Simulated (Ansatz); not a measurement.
# Band gap of Sr2SiS4 (P2_1/m) from density functionals to GW

Wanted: a ladder of band gaps for Sr2SiS4 (P2_1/m), from density functionals to G0W0.

Method: density functionals, hybrids and G0W0, plane waves, PAW, in Ansatz 0.2.0.

## 1. The structure

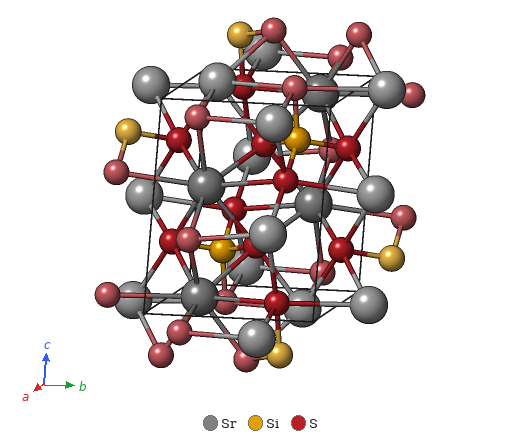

The starting structure, seen slightly off an axis (strontium grey, silicon orange, sulfur red). Some periodic images of atoms are drawn too.

Structure file:

```cif
data_structure
_symmetry_space_group_name_H-M 'P2_1/m'
_symmetry_Int_Tables_number 11
_cell_length_a 6.6087
_cell_length_b 6.6595
_cell_length_c 8.2623
_cell_angle_alpha 90.000
_cell_angle_beta 108.216
_cell_angle_gamma 90.000
_cell_volume 345.41
loop_
_atom_site_label
_atom_site_type_symbol
_atom_site_symmetry_multiplicity
_atom_site_Wyckoff_symbol
_atom_site_fract_x
_atom_site_fract_y
_atom_site_fract_z
_atom_site_occupancy
Sr1 Sr 2 e 0.28367 0.75000 0.95181 1
Sr2 Sr 2 e 0.22483 0.75000 0.42926 1
Si1 Si 2 e 0.72130 0.75000 0.79685 1
S1 S 2 e 0.88645 0.75000 0.06158 1
S2 S 2 e 0.91690 0.75000 0.63567 1
S3 S 4 f 0.51038 0.50197 0.73725 1
```

The cell and positions are those that the Materials Project relaxed with its own functionals (PBE, PBE+U or r2SCAN), kept fixed. The default PAW set here is soft_2. Its files were made with PBE.

## 2. LDA on the 4×4×4 mesh

This step: DFT, LDA, plane waves, PAW.

Input file input.yaml:

```yaml
crystal:
  lattice:
    - [6.6087392105, 0.0, 0.0]
    - [0.0, 6.65954238, 0.0]
    - [-2.5827482587, 0.0, 7.848229828]
  atoms:
    - { symbol: Sr, position: [0.2836712, 0.75, 0.95180912] }
    - { symbol: Sr, position: [0.7163288, 0.25, 0.04819088] }
    - { symbol: Sr, position: [0.2248299, 0.75, 0.42926377] }
    - { symbol: Sr, position: [0.7751701, 0.25, 0.57073623] }
    - { symbol: Si, position: [0.72130103, 0.75, 0.7968462] }
    - { symbol: Si, position: [0.27869897, 0.25, 0.2031538] }
    - { symbol: S, position: [0.88645343, 0.75, 0.06157594] }
    - { symbol: S, position: [0.11354657, 0.25, 0.93842406] }
    - { symbol: S, position: [0.91690048, 0.75, 0.63566798] }
    - { symbol: S, position: [0.08309952, 0.25, 0.36433202] }
    - { symbol: S, position: [0.51038414, 0.50196672, 0.7372482] }
    - { symbol: S, position: [0.48961586, 0.00196672, 0.2627518] }
    - { symbol: S, position: [0.48961586, 0.49803328, 0.2627518] }
    - { symbol: S, position: [0.51038414, 0.99803328, 0.7372482] }
kpoints:
  mp_grid: { grid: [4, 4, 4] }
  band_path:
    path:
      - [0.0, 0.0, 0.0]
      - [0.0, 0.5, 0.0]
      - [0.0, 0.5, 0.5]
      - [0.0, 0.0, 0.5]
      - [-0.5, 0.0, 0.5]
      - [-0.5, 0.5, 0.5]
      - [-0.5, 0.5, 0.0]
      - [-0.5, 0.0, 0.0]
    npoints: 1
hamiltonian:
  xc: lda
scf:
  occupations: { method: fixed }
  n_extra_bands: 8
output:
  eigenvalues: true
  forces: true
  stress: true
```

Run with:

```sh
> ansatz run input.yaml --threads 24 --pin off --max-ram 82944MiB --backend cuda --events-out ev --progress --plain --runs-dir out --devices 1 --max-vram 78GiB
```

Numbers of over 12 decimals in the logs are rounded to 6 here.

The program printed:

```text
scf.n_extra_bands = 8 over 48 filled bands (N_el = 96.0): the run solves 56 bands
GPUs: using 1 of 1 available (devices: 1).
Engine: ansatz 0.2.0, aarch64-unknown-linux-gnu
Pseudopotentials: kind: paw
Pseudopotential: Sr, paw, valence charge 10, recommended cutoff 420 eV (normal), Sr.paw.azcp
Pseudopotential: Si, paw, valence charge 4, recommended cutoff 420 eV (normal), Si.paw.azcp
Pseudopotential: S, paw, valence charge 6, recommended cutoff 420 eV (normal), S.paw.azcp
Functional definition: SPW92
  exchange = slater_x
  correlation = pw_c
device memory: the entry about to start is reckoned to put 5.8 GiB on a device that reports 164.1 GiB free (of which the cap on the GPU budget leaves the run 78.0 GiB)
GPU FFT provider: cuFFT
GPU libraries: cuBLAS 13.8.1, cuFFT 12.4.0, cuSOLVER 12.3.2
GPU matrix products: emulated (plane waves: as basis.precision tells), large ones in fixed point in workspaces of 1.00 GiB
Crystal: 14 atoms, lattice volume = 345.410 Å³
Basis set: ecut = 420 eV, 6751 PW (Γ)
Bands: 56, of which v1, the nominal top of the filled ones, is band 48 counted from 1 (47 counted from 0)
Symmetry: 4 space group operations
Space group: P21/m (ITA 11), of the structure as read, at distance tolerance 7.0e-5 Å
k-points: 30 of 64
Non-local potential: Sr, projectors of the file, l = 0: 3, l = 1: 2, l = 2: 2
Non-local potential: Si, projectors of the file, l = 0: 2, l = 1: 2, l = 2: 2
Non-local potential: S, projectors of the file, l = 0: 2, l = 1: 2, l = 2: 2
PAW form: soft (Blöchl's): semilocal exchange-correlation on the pseudo side does not see the compensation charge
PAW frozen core: Sr, regenerated for the run's functional, and the local potential with it (the file was generated under x = pbe(κ = 0.804, μ = 0.219515), c = pbe(β = 0.066725))
PAW frozen core: Si, regenerated for the run's functional, and the local potential with it (the file was generated under x = pbe(κ = 0.804, μ = 0.219515), c = pbe(β = 0.066725))
PAW frozen core: S, regenerated for the run's functional, and the local potential with it (the file was generated under x = pbe(κ = 0.804, μ = 0.219515), c = pbe(β = 0.066725))
PAW one-centre angular grid: Sr, 110 points (default); XC on 64 Gauss nodes
PAW one-centre angular grid: Si, 110 points (default); XC on 64 Gauss nodes
PAW one-centre angular grid: S, 110 points (default); XC on 64 Gauss nodes
Initial density: superposition of atomic densities (neutral atoms: chi_scale 0, normalization atom), corrected by the library's trained network
Initial wavefunctions: pseudopotential atomic-orbital guess
GPU buffer pool allocated for 121500 grid points (all kernels)
GPU transforms: local potential and band sums: pruned to the plane-wave sphere, on 45×45×60
Functional: x = slater, c = lda
SCF iter   1: F=—  HF=-21973.620970 eV  |F-HF|=—  |Δ(HF+E_count)|=         —  Δρ=5.35e-3  dr2=9.63e-2  ethr=1.77e-3  ⟨swp⟩=7.6  Hψ=10530  notcnv=0  defer=174
preconditioner: auto → Resta (q_TF=auto, 2.204 Å⁻¹)  ε∞=3.5  [insulator: Δε(μ)=2.668 eV  Ē_g=11.862 eV  n_scr=64 (ndim 8)  ℏωp=18.7 eV  f_vac=0.008  ε∞_Penn≈3.5]
SCF iter   2: F=—  HF=-21973.604252 eV  |F-HF|=—  |Δ(HF+E_count)|=   1.67e-2  Δρ=2.84e-3  dr2=2.61e-2  ethr=1.00e-4  ⟨swp⟩=3.3  Hψ=2805  notcnv=0  defer=180
SCF iter   3: F=—  HF=-21973.597080 eV  |F-HF|=—  |Δ(HF+E_count)|=   7.17e-3  Δρ=3.68e-4  dr2=4.15e-4  ethr=2.72e-5  ⟨swp⟩=3.3  Hψ=2595  notcnv=0  defer=180
SCF iter   4: F=—  HF=-21973.597126 eV  |F-HF|=—  |Δ(HF+E_count)|=   4.56e-5  Δρ=8.02e-5  dr2=3.33e-5  ethr=4.32e-7  ⟨swp⟩=2.0  Hψ=3388  notcnv=0  defer=180
SCF iter   5: F=—  HF=-21973.596513 eV  |F-HF|=—  |Δ(HF+E_count)|=   6.13e-4  Δρ=2.48e-5  dr2=2.95e-6  ethr=3.47e-8  ⟨swp⟩=2.0  Hψ=2280  notcnv=0  defer=180
SCF iter   6: F=—  HF=-21973.596514 eV  |F-HF|=—  |Δ(HF+E_count)|=   7.44e-7  Δρ=6.71e-6  dr2=2.81e-7  ethr=3.08e-9  ⟨swp⟩=2.0  Hψ=2280  notcnv=0  defer=180
SCF iter   7: F=-21973.596514 eV  HF=-21973.596514 eV  |F-HF|=8.29e-9  |Δ(HF+E_count)|=   7.53e-8  Δρ=1.98e-6  dr2=2.16e-8  ethr=1.04e-10  ⟨swp⟩=20.0  Hψ=11810  notcnv=0
SCF 1 converged in 7 iterations: F = -21973.596514 eV  dr2 = 2.16e-8
[...]
device memory: the entry about to start is reckoned to put 10.2 GiB on a device that reports 164.0 GiB free (of which the cap on the GPU budget leaves the run 78.0 GiB)
NSCF: frozen V_eff on 8 k-points
SCF converged after 7 iterations
Free energy (F): -21973.596514 eV
Harris-Foulkes:  -21973.596514 eV  (|F-HF|=8.29e-9)
Internal energy: -21973.596514 eV  (E = F + TS)
E sigma→0 (E₀):  -21973.596514 eV
Fermi energy:    5.294142 eV
--- Per-component energies (eV) ---
  E_band       = -444.718765
  E_kinetic    = 1928.093388
  E_local      = -3789.401700  (includes V_loc(G=0)·N_el)
  E_nonlocal   = 1109.280476
  E_hartree    = 990.571180
  E_xc         = -1571.271225
  E_vxc        = -1450.395549  (∫ρ·V_xc dr)
  E_paw        = -15911.141054  (= ΣΔE_a)
  E_vpaw       = -223.441269  (= ΣTr[D̂ρ^β])
  E_aug_tail   = 0.000016  (compensation charges beyond the density's cutoff)
  E_ewald      = -4732.298378
  E_core_change = 2.570783  (= ΣΔE_core)
  E_smearing   = -0.000000  (= −TS)
  E_closure    = -0.000000  (closes the sum)
  Σ components = -21973.596514   (vs F -21973.596514, Δ=0.00e0)
--- Forces (eV/Å), atoms counted from 1 ---
  atom   1  Sr    -0.03166495    -0.00000000     0.00563763
  atom   2  Sr     0.03166495     0.00000000    -0.00563763
  atom   3  Sr     0.08652321    -0.00000000     0.02310401
  atom   4  Sr    -0.08652321     0.00000000    -0.02310401
  atom   5  Si     0.02418806    -0.00000000     0.02559146
  atom   6  Si    -0.02418806     0.00000000    -0.02559146
  atom   7  S      0.08058012    -0.00000000     0.04682856
  atom   8  S     -0.08058012     0.00000000    -0.04682856
  atom   9  S      0.13060658     0.00000000     0.00397934
  atom  10  S     -0.13060658    -0.00000000    -0.00397934
  atom  11  S     -0.00529853    -0.08088540    -0.00225296
  atom  12  S      0.00529853    -0.08088540     0.00225296
  atom  13  S      0.00529853     0.08088540     0.00225296
  atom  14  S     -0.00529853     0.08088540    -0.00225296
  max |Σ_I F_I| component: 0.00e0 eV/Å
--- Stress (GPa, compression-positive) ---
       -2.998798      -0.000000       0.045086
       -0.000000      -2.921790       0.000000
        0.045086       0.000000      -3.107446
  P = ⅓ Tr σ = -3.0093 GPa (-30.093 kbar)
--- Band table (eV; the first three rows and the last of 30) ---
  k-point 0: bands = [... 44 lower, 4.7940, 4.9523, 5.0759, 5.2941, 8.4324, 8.7256, 8.8275, 9.1299, ... 4 higher]
  k-point 1: bands = [... 44 lower, 4.7794, 4.9732, 5.0088, 5.2266, 8.6062, 8.8387, 8.9333, 9.0977, ... 4 higher]
  k-point 2: bands = [... 44 lower, 4.6695, 4.8276, 5.0286, 5.1876, 8.6849, 8.9298, 8.9872, 9.1413, ... 4 higher]
  k-point 29: bands = [... 44 lower, 4.5793, 4.5793, 4.6896, 4.6896, 9.3404, 9.3404, 9.4574, 9.4574, ... 4 higher]
```

Elapsed: 1.6 s, on 1 × NVIDIA GB200 (shared by 2 runs) with 24 threads of Arm Neoverse V2, shared host; peak memory 1.1 GiB.

Reading the cycles: dr2 is the Hartree energy of the density residual (eV), the measure of convergence; HF is the Harris–Foulkes estimate of the energy, which meets the free energy F at convergence.

This step gave:

| Property | Result |
| --- | --- |
| pressure | -3.009 GPa |
| gap | 2.763 eV |
| valence top at | Γ |
| conduction bottom at | Y_2 |
| least direct gap | 2.950 eV |

Over mesh and listed points the gap is 2.763 eV, from k = Γ to k = (-0.500, 0.000, 0.000). The least direct gap found is 2.950 eV, at k = (-0.500, 0.000, 0.000).

## 3. r2SCAN on the 4×4×4 mesh

Levels along a band path and on the mesh show where this functional puts the band edges.

This step: DFT, r2SCAN, plane waves, PAW.

Edit input.yaml of step 2 so:

```diff
@@ -28,11 +28,14 @@
       - [0.0, 0.0, 0.5]
+      - [0.0, 0.0, 0.0]
       - [-0.5, 0.0, 0.5]
       - [-0.5, 0.5, 0.5]
+      - [0.0, 0.5, 0.0]
       - [-0.5, 0.5, 0.0]
       - [-0.5, 0.0, 0.0]
-    npoints: 1
+      - [0.0, 0.0, 0.0]
+    npoints: 10
 hamiltonian:
-  xc: lda
+  xc: r2scan
 scf:
-  occupations: { method: fixed }
+  occupations: { method: fermi_dirac, width: 0.02 }
   n_extra_bands: 8
```

The program printed:

```text
[...]
GPUs: using 1 of 1 available (devices: 1).
[...]
GPU FFT provider: cuFFT
GPU libraries: cuBLAS 13.8.1, cuFFT 12.4.0, cuSOLVER 12.3.2
[...]
Crystal: 14 atoms, lattice volume = 345.410 Å³
Basis set: ecut = 500 eV, 8735 PW (Γ), exchange–correlation on 200×200×256 points (64 copies of the dense FFT grid, shifted against one another)
Bands: 56, of which v1, the nominal top of the filled ones, is band 48 counted from 1 (47 counted from 0)
Symmetry: 4 space group operations
[...]
k-points: 30 of 64
[...]
GPU buffer pool allocated for 160000 grid points (all kernels)
[...]
SCF iter   1: F=—  HF=-22770.376568 eV  |F-HF|=—  |Δ(HF+E_count)|=         —  Δρ=4.21e-3  dr2=6.10e-2  dr2_τ=1.32e-1  ethr=1.77e-3  ⟨swp⟩=13.6  Hψ=10116  notcnv=0
[...]
atom   9  S      0.03556707     0.00000000    -0.01816244
  atom  10  S     -0.03556707    -0.00000000     0.01816244
  atom  11  S     -0.01190038    -0.03225385    -0.00714449
  atom  12  S      0.01190038    -0.03225385     0.00714449
  atom  13  S      0.01190038     0.03225385     0.00714449
  atom  14  S     -0.01190038     0.03225385    -0.00714449
  max |Σ_I F_I| component: 6.94e-18 eV/Å
--- Stress (GPa, compression-positive) ---
       -0.021158       0.000000      -0.011009
        0.000000       0.027255       0.000000
       -0.011008       0.000000       0.000408
  P = ⅓ Tr σ = 0.0022 GPa (0.022 kbar)
--- Band table (eV; the first three rows and the last of 30) ---
  k-point 0: bands = [... 44 lower, 4.7771, 4.9596, 5.0741, 5.2773, 9.1886, 9.4366, 9.5368, 9.7738, ... 4 higher]
  k-point 1: bands = [... 44 lower, 4.7678, 4.9718, 5.0120, 5.2173, 9.2704, 9.5257, 9.6089, 9.7997, ... 4 higher]
  k-point 2: bands = [... 44 lower, 4.6695, 4.8360, 5.0287, 5.1822, 9.3437, 9.5887, 9.6488, 9.7963, ... 4 higher]
  k-point 29: bands = [... 44 lower, 4.5787, 4.5787, 4.6865, 4.6865, 9.9831, 9.9831, 10.0818, 10.0818, ... 4 higher]
[key lines of the parts left out:]
SCF converged after 7 iterations
Free energy (F): -22770.616040 eV
Fermi energy:    6.985711 eV
```

Elapsed: 3.3 s, on 1 × NVIDIA GB200 (shared by 2 runs) with 24 threads; peak memory 1.4 GiB; 8.3 s of CPU time.

Numbers from this step:

```
pressure             : 0.002169 GPa
filled bands         : 48
gap                  : 3.405 eV
valence top at       : Γ
conduction bottom at : Y_2
least direct gap     : 3.573 eV
```

Over mesh and path the gap is 3.405 eV, from k = Γ to k = (-0.500, 0.000, 0.000). The least direct gap found is 3.573 eV, at k = (-0.500, 0.000, 0.000). r2SCAN against LDA: 3.405 − 2.763 = +0.642 eV. The runs also differ in plane-wave cutoff (420 eV and 500 eV), so how much of this comes from the functional alone is not known.

## 4. r2SCAN+SOC on the 4×4×4 mesh

This run has two-component orbitals with spin-orbit coupling.

This step: DFT, r2SCAN with spin-orbit coupling, plane waves, PAW.

Edit input.yaml of step 3 so:

```diff
@@ -28,10 +28,7 @@
       - [0.0, 0.0, 0.5]
-      - [0.0, 0.0, 0.0]
       - [-0.5, 0.0, 0.5]
       - [-0.5, 0.5, 0.5]
-      - [0.0, 0.5, 0.0]
       - [-0.5, 0.5, 0.0]
       - [-0.5, 0.0, 0.0]
-      - [0.0, 0.0, 0.0]
-    npoints: 10
+    npoints: 1
 hamiltonian:
@@ -39,4 +36,7 @@
 scf:
-  occupations: { method: fermi_dirac, width: 0.02 }
-  n_extra_bands: 8
+  occupations: { method: fixed }
+  n_extra_bands: 16
+magnetization:
+  noncollinear: true
+  spin_orbit: true
 output:
```

The program printed:

```text
[...]
GPUs: using 1 of 1 available (devices: 1).
[...]
non-collinear run that drives no moment, with spin-orbit: no starting moment large enough to seed its density (crystal.atoms[].spin), no starting occupations that ask for one, no magnetisation constraint and no magnetic field, so the semilocal B_xc is pinned to zero
concurrent solve slots: 15 of 24 are kept, ahead of what memory takes: no pass of the eigensolver takes more rounds on 15
[...]
SCF converged after 9 iterations
[...]
atom  13  S      0.01205549     0.03248898     0.00718881
  atom  14  S     -0.01205549     0.03248898    -0.00718881
  max |Σ_I F_I| component: 6.94e-18 eV/Å
--- Stress (GPa, compression-positive) ---
       -0.021177       0.000000      -0.010925
        0.000000       0.027505       0.000000
       -0.010925       0.000000      -0.000031
  P = ⅓ Tr σ = 0.0021 GPa (0.021 kbar)
--- Band table (eV; the first three rows and the last of 30) ---
[...]
```

The job ended after 3.9 s (1 × NVIDIA GB200 (shared by 2 runs) with 24 threads; peak memory 1.7 GiB).

Numbers from this step:

```yaml
pressure: 0.002099 GPa
gap: 3.403 eV
valence_top_at: Γ
conduction_bottom_at: Y_2
least_direct_gap: 3.572 eV
```

Over mesh and listed points the gap is 3.403 eV, from k = Γ to k = (-0.500, 0.000, 0.000). The least direct gap found is 3.572 eV, at k = (-0.500, 0.000, 0.000). r2SCAN+SOC against r2SCAN: 3.403 − 3.405 = −0.002 eV, with the same mesh, set of files (read in its fully relativistic form for the spin-orbit run) and cutoff, and both edges at the same k points. The spin-orbit run sees mesh and listed points alone, so its gap is an upper bound: the coupling can move an edge off these points, and the change over the zone, its sign included where it is small, is not known.

## 5. HSE06 on the 2×2×2 mesh

HSE06 mixes in a quarter of exact exchange at short range.

This step: DFT, HSE06, plane waves, PAW.

Edit input.yaml of step 4 so:

```diff
@@ -21,3 +21,3 @@
 kpoints:
-  mp_grid: { grid: [4, 4, 4] }
+  mp_grid: { grid: [2, 2, 2] }
   band_path:
@@ -34,12 +34,7 @@
 hamiltonian:
-  xc: r2scan
+  xc: hse06
 scf:
   occupations: { method: fixed }
-  n_extra_bands: 16
-magnetization:
-  noncollinear: true
-  spin_orbit: true
+  n_extra_bands: 8
 output:
   eigenvalues: true
-  forces: true
-  stress: true
```

The program printed:

```text
[...]
GPUs: using 1 of 1 available (devices: 1).
[...]
davidson cushion auto → on  (no smearing: the cushion is to keep the highest requested band from converging to the state above it; pin scf.eigensolver.cushion to override)
[...]
Crystal: 14 atoms, lattice volume = 345.410 Å³
Basis set: ecut = 420 eV, 6751 PW (Γ)
Bands: 56, of which v1, the nominal top of the filled ones, is band 48 counted from 1 (47 counted from 0)
[...]
Fermi energy:    4.877198 eV
[...]
--- Band table (eV; the first three rows and the last of 8) ---
  k-point 0: bands = [... 44 lower, 4.3491, 4.5239, 4.6354, 4.8772, 9.3213, 9.5802, 9.7065, 9.9642, ... 4 higher]
  k-point 1: bands = [... 44 lower, 4.2299, 4.3966, 4.5942, 4.7647, 9.5337, 9.7944, 9.8286, 9.9958, ... 4 higher]
  k-point 2: bands = [... 44 lower, 4.0198, 4.0198, 4.4657, 4.4657, 9.7451, 9.7451, 10.1976, 10.1976, ... 4 higher]
  k-point 7: bands = [... 44 lower, 4.1331, 4.1331, 4.2415, 4.2415, 10.1882, 10.1882, 10.2957, 10.2957, ... 4 higher]
[key lines of the parts left out:]
Free energy (F): -22703.892874 eV
```

Elapsed: 7.2 s, on 1 × NVIDIA GB200 (shared by 2 runs) with 24 threads; peak memory 1.3 GiB; 36 s of CPU time.

Numbers from this step:

- gap: 3.967 eV
- valence top at: Γ
- conduction bottom at: Y_2
- least direct gap: 4.171 eV
- exact-exchange fraction: 0.25

Over mesh and listed points the gap is 3.967 eV, from k = Γ to k = (-0.500, 0.000, 0.000). The least direct gap found is 4.171 eV, at k = (-0.500, 0.000, 0.000). HSE06 against LDA: 3.967 − 2.763 = +1.204 eV. The runs also differ in mesh (4×4×4 and 2×2×2), so how much of this comes from the functional alone is not known.

## 6. PBE0 on the 2×2×2 mesh

PBE0 mixes in a quarter of exact exchange at all distances.

This step: DFT, PBE0, plane waves, PAW.

Edit input.yaml of step 5 so:

```diff
@@ -34,3 +34,3 @@
 hamiltonian:
-  xc: hse06
+  xc: pbe0
 scf:
```

The program printed:

```text
[...]
GPUs: using 1 of 1 available (devices: 1).
[...]
Crystal: 14 atoms, lattice volume = 345.410 Å³
Basis set: ecut = 420 eV, 6751 PW (Γ)
Bands: 56, of which v1, the nominal top of the filled ones, is band 48 counted from 1 (47 counted from 0)
Symmetry: 4 space group operations
[...]
k-points: 8
[...]
Fermi energy:    4.497156 eV
[...]
--- Band table (eV; the first three rows and the last of 8) ---
  k-point 0: bands = [... 44 lower, 3.9686, 4.1391, 4.2519, 4.4972, 9.6557, 9.9309, 10.0640, 10.3159, ... 4 higher]
  k-point 1: bands = [... 44 lower, 3.8427, 4.0089, 4.2103, 4.3814, 9.8879, 10.1468, 10.1868, 10.3543, ... 4 higher]
  k-point 2: bands = [... 44 lower, 3.6340, 3.6340, 4.0811, 4.0811, 10.0976, 10.0976, 10.5501, 10.5501, ... 4 higher]
  k-point 7: bands = [... 44 lower, 3.7458, 3.7458, 3.8524, 3.8524, 10.5427, 10.5427, 10.6528, 10.6528, ... 4 higher]
[key lines of the parts left out:]
Free energy (F): -22705.091254 eV
```

The job ended after 5.5 s (1 × NVIDIA GB200 (shared by 2 runs) with 24 threads; peak memory 1.5 GiB).

This step gave:

```yaml
gap: 4.691 eV
valence_top_at: Γ
conduction_bottom_at: Y_2
least_direct_gap: 4.899 eV
exact_exchange_fraction: 0.25
```

Over mesh and listed points the gap is 4.691 eV, from k = Γ to k = (-0.500, 0.000, 0.000). The least direct gap found is 4.899 eV, at k = (-0.500, 0.000, 0.000). PBE0 against HSE06: 4.691 − 3.967 = +0.724 eV, with the same mesh, files and cutoff, and both edges at the same k points.

(Continued in part 2 of 2.)

[Paths, hosts, dates, memory and timing lines, banners, echoed tables and standing remarks are left out of the program output.]

[Logs are printed without paths, hosts, clocks, repeated set-up lines and the standing remarks that a program may print on its own settings, such as how far it seeks lower states.]

[Runs of the session that timed out or met a known fault of the program may be left out.]

[Cells called generated may have been cut or substituted from an entry of the Crystallography Open Database or the Materials Project.]

[Hosts, paths, dates, database ids (printed as entryN), source tags and the programs' standing remarks are cut or masked in the printed files.]

[Where an RPA ε∞ is given, it is that of the G0W0 mesh and is not shown converged in it. Names of k-points follow the symmetry that the program found, which can be lower than the space group named. Band edges on a path are those of the sampled points; other points can move an edge, and change direct to indirect where valleys lie close.]

[Hybrid gaps are those of their k-mesh and are not shown converged in it.]
